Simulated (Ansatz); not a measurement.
System: a slab cut from WC (slab content W₄C₅), space group P-6m2 (No. 187).

Structure:
```xyz
2
Lattice="2.9218 0.0000 0.0000 -1.4609 2.5303 0.0000 0.0000 0.0000 2.8471" Properties=species:S:1:pos:R:3 pbc="T T T"
W     0.0000    0.0000    0.0000
C     1.4609    0.8434    1.4235
```

Computed with Ansatz 0.2.0: spacing and rumpling of the atomic planes of a slab cut from the relaxed bulk cell along the Miller plane (conventional indices), bottom to top, after all atoms relax, plane waves with PAW datasets, Γ-centred k mesh. Level: PBE, no spin polarisation.

| setting | value |
| --- | --- |
| space group in which the indices count | 187 |
| Miller index h | 0 |
| Miller index k | 0 |
| Miller index l | 1 |
| top plane | C |
| bottom plane | C |
| planes | 9 |
| surface cell | (1, 1) |
| slab thickness as cut | 11.39 Å |
| vacuum | 15 Å |
| surface area | 7.393 Å² |
| surface a | 2.922 Å |
| surface b | 2.922 Å |
| surface angle | 120 ° |
| slab atoms | 9 |
| excess atoms | C1 |
| wave cutoff | 420 eV |
| k mesh | 12×12×1 |
| occupations | Gaussian |
| smearing width | 0.1 eV |
| boundary | dipole corrected |

What does the calculation give for the spacing change of each pair of planes? The cases: 1–2; 2–3; 3–4; 4–5; 5–6; 6–7; 7–8; 8–9.

The least value, −0.332 Å, is that of 1–2 and 8–9, and the largest, 0.092 Å, that of 2–3 and 7–8.

```tsv
pair of planes	spacing change (Å)	spacing to next (Å)	content of the two planes
1–2	-0.332	1.092	C and W
2–3	0.092	1.515	W and C
3–4	-0.037	1.387	C and W
4–5	0.003	1.427	W and C
5–6	0.003	1.427	C and W
6–7	-0.037	1.387	W and C
7–8	0.092	1.515	C and W
8–9	-0.332	1.092	W and C
```

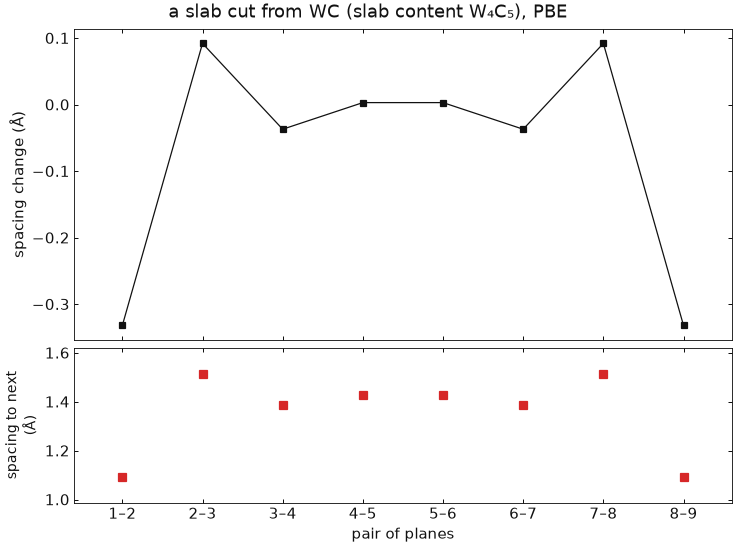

Limits of the calculation: xc potential rough in thin density.
